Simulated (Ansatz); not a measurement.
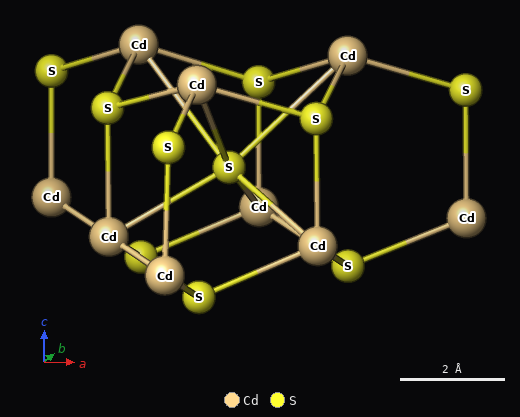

Starting structure of a defect cell of composition Cd48S49 (cell charge +1). The picture is a ball-and-stick view of the atoms within 5.0 Å of the atom that moves most (axes of the cell of the calculation (origin shifted)), seen slightly off an axis.

Level of theory: DFT, PBEsol, PAW, plane waves in Ansatz 0.2.0.

Set-up: plane-wave cutoff 420 eV; k-point mesh 1 × 1 × 1; mesh shifted by (0.25, 0.25, 0.25); collinear spin; atoms relaxed in a fixed cell; force threshold 0.03 eV/Å; at most 80 steps.

```
CELL_PARAMETERS angstrom
12.37050 0.00000 0.00000
0.00000 14.28423 0.00000
0.00000 0.00000 13.42126
ATOMIC_POSITIONS crystal
Cd 0.16877 0.08403 0.25076
Cd 0.16480 0.08385 0.75082
Cd 0.99949 0.33243 0.24976
Cd 0.99900 0.33448 0.74776
Cd 0.50033 0.08224 0.24950
Cd 0.50065 0.08067 0.74920
Cd 0.33166 0.33508 0.25038
Cd 0.33084 0.33414 0.75003
Cd 0.16735 0.58494 0.24785
Cd 0.16556 0.58585 0.75031
Cd 0.00097 0.83385 0.25178
Cd 0.00120 0.83146 0.74824
Cd 0.83527 0.08342 0.24780
Cd 0.83202 0.08473 0.74876
Cd 0.66800 0.33553 0.25415
Cd 0.66560 0.33378 0.74661
Cd 0.50075 0.58425 0.25026
Cd 0.49793 0.58461 0.74798
Cd 0.33449 0.83456 0.25240
Cd 0.33443 0.83507 0.75040
Cd 0.83203 0.58371 0.24862
Cd 0.83442 0.58112 0.74737
Cd 0.66688 0.83309 0.24740
Cd 0.66822 0.83512 0.75147
Cd 0.00238 0.16769 0.50193
Cd 0.00127 0.16545 0.00288
Cd 0.33116 0.16490 0.50094
Cd 0.33414 0.16386 0.99974
Cd 0.16276 0.41672 0.50040
Cd 0.16781 0.41621 0.99979
Cd 0.00010 0.66687 0.50021
Cd 0.99987 0.66828 0.99708
Cd 0.66299 0.16827 0.50113
Cd 0.66568 0.16610 0.99987
Cd 0.49978 0.41636 0.50100
Cd 0.49973 0.41663 0.99920
Cd 0.33377 0.66582 0.50141
Cd 0.33289 0.66438 0.99869
Cd 0.16560 0.91771 0.50038
Cd 0.16669 0.91534 0.00183
Cd 0.83443 0.41812 0.50185
Cd 0.83600 0.41691 0.99710
Cd 0.66759 0.66392 0.50237
Cd 0.66527 0.66905 0.99970
Cd 0.49878 0.91783 0.50029
Cd 0.50078 0.91604 0.99914
Cd 0.83500 0.91600 0.50060
Cd 0.83531 0.91433 0.00123
S 0.00084 0.16758 0.18850
S 0.00074 0.16500 0.68890
S 0.33532 0.16629 0.18709
S 0.33283 0.16846 0.68701
S 0.16779 0.41696 0.18865
S 0.16462 0.41916 0.68664
S 0.99959 0.66745 0.18627
S 0.99967 0.66404 0.68802
S 0.66844 0.16648 0.18840
S 0.66838 0.16930 0.68836
S 0.50037 0.41693 0.18781
S 0.49757 0.41657 0.68912
S 0.33255 0.66746 0.18811
S 0.33348 0.66753 0.68571
S 0.16882 0.91893 0.18591
S 0.16583 0.91633 0.68816
S 0.83509 0.41667 0.18713
S 0.83275 0.41660 0.68820
S 0.66793 0.66496 0.18821
S 0.66641 0.66620 0.68469
S 0.50285 0.91687 0.19014
S 0.50018 0.91551 0.68713
S 0.83480 0.91758 0.18928
S 0.83404 0.91489 0.68676
S 0.16662 0.08284 0.43821
S 0.16741 0.08266 0.93545
S 0.00096 0.33355 0.43809
S 0.00028 0.32984 0.93772
S 0.49906 0.08432 0.43525
S 0.50093 0.08416 0.93667
S 0.33319 0.33276 0.43953
S 0.33366 0.33218 0.93818
S 0.17064 0.58238 0.43872
S 0.16757 0.58294 0.93746
S 0.99792 0.83180 0.43715
S 0.00187 0.83391 0.93630
S 0.83463 0.08236 0.43885
S 0.83632 0.08401 0.94037
S 0.66888 0.33339 0.43664
S 0.66615 0.33422 0.93818
S 0.50204 0.58320 0.43823
S 0.50133 0.58532 0.93852
S 0.33534 0.83169 0.43512
S 0.33324 0.83401 0.93855
S 0.83445 0.58327 0.43955
S 0.83314 0.58430 0.93885
S 0.66680 0.83239 0.43935
S 0.66516 0.83218 0.93846
S 0.66831 0.49935 0.59336
```

### Predict the outcome.

The atom that moves furthest is S97 (1.55 Å roughly along [3 −1 2]). Largest moves by element: S 1.55 Å, Cd 0.58 Å. The cell doesn't change. Among the contacts that change: Cd22–S66 2.481 → 3.968 Å, Cd35–S97 2.700 → 4.025 Å, Cd43–S97 2.649 → 3.695 Å, S60–S97 2.741 → 3.565 Å. New bonds form, among them: S66–S97 (2.67 → 2.04 Å). Bonds break, among them: Cd22–S66 (2.48 → 3.97 Å), Cd35–S97 (2.70 → 4.03 Å), Cd43–S97 (2.65 → 3.69 Å). The energy falls by 2.410 eV per cell of the calculation in 19 geometry steps. The largest force component goes from 1 to 0.022 eV/Å. The forces were under the threshold at step 12, but the run went on from there. The program noted that the starting moments weren't kept. Cost: 52 s on 1 × NVIDIA GB200 with 8 threads of Arm Neoverse-V2, peak memory 2.6 GiB.

The end point in the same view:

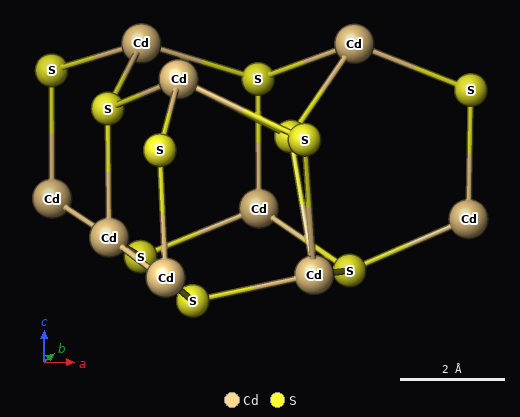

Limits of the set-up: the cell is charged, on a uniform background, and energies carry no finite-size correction.
